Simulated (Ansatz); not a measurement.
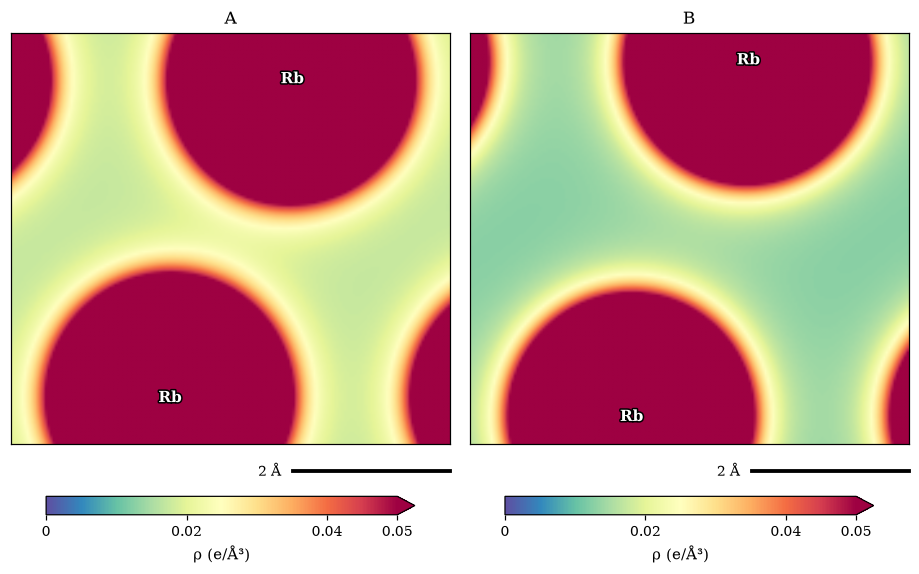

Rb. The valence charge density (pseudo) of two cells that differ in size and shape, on the (101̄) plane of each (indices in the axes of the calculation cell), at one length scale and on one colour scale; one has 70.0 and the other 86.6 Å³ an atom.

Method: Ansatz, DFT LDA, scalar-relativistic, plane waves, PAW.

In a PAW calculation such maps are meaningful between the atoms, not at the nuclei.

Which panel shows the smaller cell, and what does the compression change?

Answer. Panel A is the smaller cell, by 19 % in volume. From the larger cell to the smaller, Rb–Rb goes from 4.78 to 4.35 Å, and the density at its midpoint from 0.02 to 0.02 e/Å³; the pressure goes from −0.3 to 0.5 GPa.
